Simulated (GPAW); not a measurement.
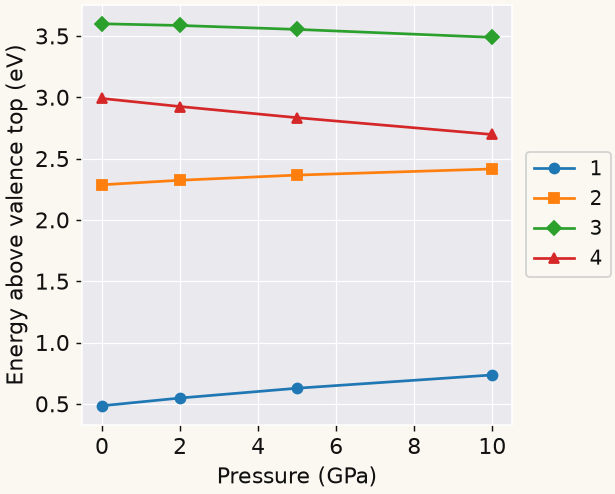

Lowest conduction level at each named k point, counted from the valence-band top at Γ. The curves are numbered.

System: zincblende CdSe, space group F-43m, 2 atoms in the primitive cell. Cell and atoms are relaxed at each pressure; at 0 GPa, cubic a = 6.072 Å. GPAW; PBEsol, PAW data sets generated in the run's folder for this functional, no spin polarisation, no spin-orbit coupling, 8×8×8 k mesh, 600 eV cutoff, Fermi-Dirac smearing of 0.05 eV.

Question: Which curve belongs to which k point: K, L, X and Γ?

Answer: 1 is Γ; 2 is L; 3 is K; 4 is X. Γ rises by 0.25 eV, L rises by 0.13 eV, X falls by 0.29 eV and K falls by 0.11 eV.

Question: Which of these conduction levels is lowest, and does that change?

Answer: The lowest is the one at Γ, over the whole range, so among these points the gap stays direct.

Later steps reuse the first step's grids. Spin-orbit coupling is left out, which matters for Se. LDA, GGA and most meta-GGA functionals understate gaps. The usual form of CdSe is wurtzite, though both occur.
